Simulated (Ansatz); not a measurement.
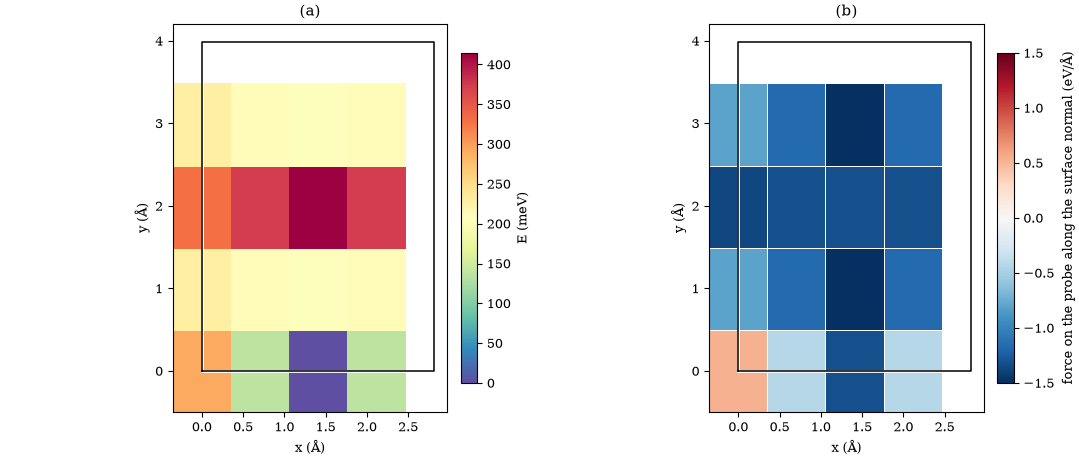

Cu on an Al(110) slab cut from the Fm-3m phase, its upper half relaxed before the scan (16 atoms of substrate and one adsorbate in a 2 × 2 cell). 
- Cu is moved over the surface cell at a fixed height above a rigid substrate; the origin of the map has the adsorbate above Al13; the height is held at 2.20 Å.
- Places are given modulo a cell vector. The map is drawn in real space over the plane of the surface.
- The scan uses a 4 × 4 grid; 9 points were computed and 7 follow by symmetry.
- Places are given in fractions of the 1 × 1 surface cell.
- Energies are in meV, from the lowest grid point.
- The runs have no spin polarisation, so an open-shell adsorbate far from the surface lies too high. At a fixed height the lowest place need not be the adsorption site.
- Level of theory: Ansatz 0.2.0, DFT PBE+D3(BJ), scalar-relativistic, plane waves, PAW. Settings: cutoff 420 eV, k-mesh 5×4×1, gaussian smearing 0.1 eV, no spin polarisation.

Panel (a) is the energy; panel (b) is the computed force on the probe along the surface normal, in eV/Å.

Drawn: one coloured cell a grid point, the outline of one cell of the plane.

Question: How does the force on the probe along the surface normal vary over the map, and what is it at the lowest grid point?

Answer: It runs from −1.50 eV/Å at (2/4, 1/4) of the cell vectors [nearest 2 Al at 2.80 Å] to 0.54 eV/Å at the top site over a surface Al atom, (0/4, 0/4) of the cell vectors. At the lowest grid point, a bridge site between two Al atoms, (2/4, 0/4) of the cell vectors, it is −1.31 eV/Å.

```tsv
second ↓, first →	0/4	1/4	2/4	3/4
3/4	−0.81	−1.17	−1.50	−1.17
2/4	−1.36	−1.32	−1.32	−1.32
1/4	−0.81	−1.17	−1.50	−1.17
0/4	0.54	−0.43	−1.31	−0.43
```

PAW datasets: the set soft_1.
